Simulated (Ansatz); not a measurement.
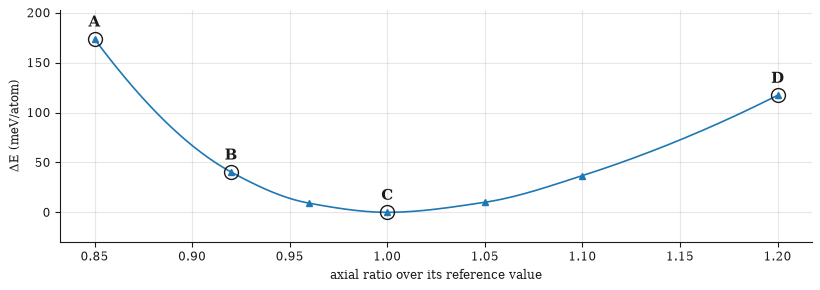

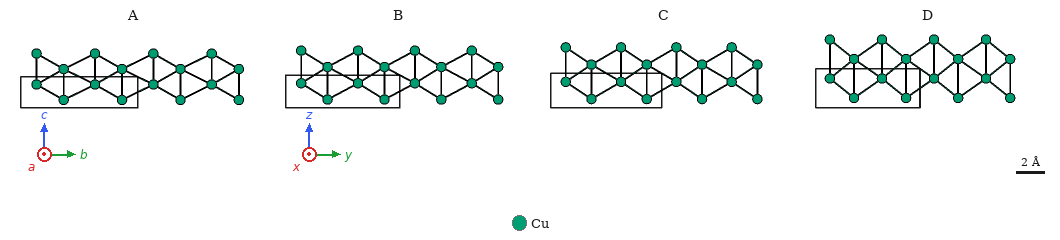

Energy scan for solid Cu (Cmcm), in which the ratio of the cell's length along z to its lengths across, counted as 1 for the reference, is changed at fixed volume (a c/a path), with the atoms kept at their fractional coordinates. x, y and z are the Cartesian axes of the input. The lettered frames are marked on the plot. Style: ball-and-stick. Shown: the conventional cell (2 times the calculation's cell), repeated 1 × 1 × 1 with one cell outlined, repeated 2 × 2 × 2 with one cell outlined, along the a axis. Lengths and directions refer to the drawn axes.

Computed with DFT PBEsol, scalar-relativistic, plane waves, PAW (Ansatz). (plane-wave cutoff 420 eV; k-point mesh 28 × 28 × 26; occupations gaussian; smearing width 0.15 eV; no spin polarisation). Energies (free energies at the smearing named) are counted from the relaxed crystal.

Question: What does the scan show?

Answer: Of the computed points the lowest is at the relative ratio 1.00, 0.0 meV/atom. At the ends of the scan the energy is 173.7 meV/atom (0.85) and 117.3 meV/atom (1.20). The distortion keeps the space group Cmcm. At the relative ratio 1.20 the cell of the drawing goes a 2.430 → 2.286 Å, b 7.920 → 7.453 Å, c 2.468 → 2.787 Å.
